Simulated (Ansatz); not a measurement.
# Bi2Se5: what the fields show

The calculation's input:

```
crystal:
  lattice:
    - [4.026232197, 0.0, 0.0]
    - [-2.0131160985, 3.4868193641, 0.0]
    - [0.0, 0.0, 15.4880183241]
  atoms:
    - { symbol: Bi, position: [0.6666666667, 0.3333333333, 0.8723272785] }
    - { symbol: Bi, position: [0.3333333333, 0.6666666667, 0.1276727215] }
    - { symbol: Se, position: [0.3333333333, 0.6666666667, 0.7681371193] }
    - { symbol: Se, position: [0.0, 0.0, 0.4300513321] }
    - { symbol: Se, position: [0.0, 0.0, 0.5699486679] }
    - { symbol: Se, position: [0.6666666667, 0.3333333333, 0.2318628807] }
    - { symbol: Se, position: [0.0, 0.0, 0.0] }
basis:
  ecutwfc: 420
kpoints:
  mp_grid: { grid: [12, 12, 2] }
hamiltonian:
  xc: pbe
scf:
  occupations: { method: gaussian, width: 0.1 }
output:
  forces: true
  stress: true
  eigenvalues: true
  write_density: true
  write_potential: true
  elf: true
  volumetric_format: npy
relax:
  adjacent_minimum: "off"
  f_tol: 0.01
  max_steps: 30
  cell: { stress_tol: 0.1, fix: [volume] }
```

Launched as:

```sh
ansatz run input.yaml --threads 1 --pin off --max-ram 2560MiB --backend cpu --events-out ev --progress --plain --runs-dir out
```

Below, planes, directions and counts refer to the conventional cell (a = 4.06 Å, b = 4.06 Å, c = 15.27 Å, α = 90.00°, β = 90.00°, γ = 120.00°).

The fields are those of the run's last geometry, not of the input's.

Space group P-3m1; a generated structure, not necessarily the stable one; changed on purpose from its base cell (volume × 0.94, shape and atoms relaxed).

The calculation used DFT PBE, scalar-relativistic, plane waves, PAW (Ansatz 0.2.0).

In a PAW calculation such maps are meaningful between the atoms, not at the nuclei.

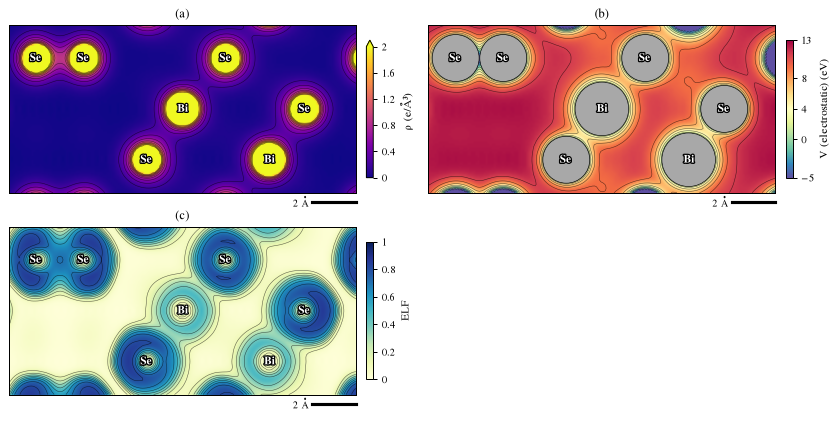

Figure 1. (a) valence charge density (pseudo); (b) electrostatic potential energy of an electron; (c) ELF on the (110) plane of the conventional cell. Grey discs cover the atomic cores in the potential map.

### What do the fields say about this system?

- The plane passes through Bi and Se nuclei.
- Se–Se (2.19 Å): ρ is about 0.89 e/Å³ halfway; the ELF peaks at about 0.70 between the atoms.
- Bi–Se (2.86 Å): the density is about 0.33 e/Å³ at the midpoint; the ELF is about 0.45 at the midpoint and 0.35 at its lowest between the atoms.
- Bi–Se (3.08 Å): ρ at the midpoint is about 0.22 e/Å³; the ELF is about 0.30 at the midpoint.
- Between the atoms the lowest density in this plane is 0.005 e/Å³.
- The ELF also peaks beside Se, away from the bonds: lone-pair regions.
- The features right at Bi lie inside the PAW spheres, where the map follows smoothed inner orbitals and isn't to be read closely.
- Outside the cores the potential energy rises away from the atoms and is highest about 2.3 Å from the nearest atoms; its zero is arbitrary.

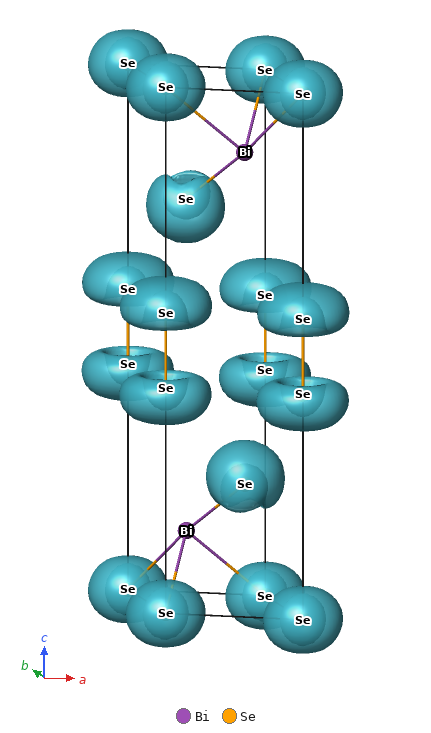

Figure 2. Isosurface of the ELF at 0.75 (cyan), seen slightly off an axis. Core shells and regions of very low density are left out. Sticks mark near contacts.

### Describe the localisation domains.

The ELF exceeds this value in two rings or bowls of non-bonding electrons around Se and three regions wrapped around Se (the valence shell of each), counted in one cell of 7 atoms. Any copies at cell faces, edges or corners count once.

### Does the calculation give a band gap?

It is metallic or semimetallic at this level of theory: no gap opens.
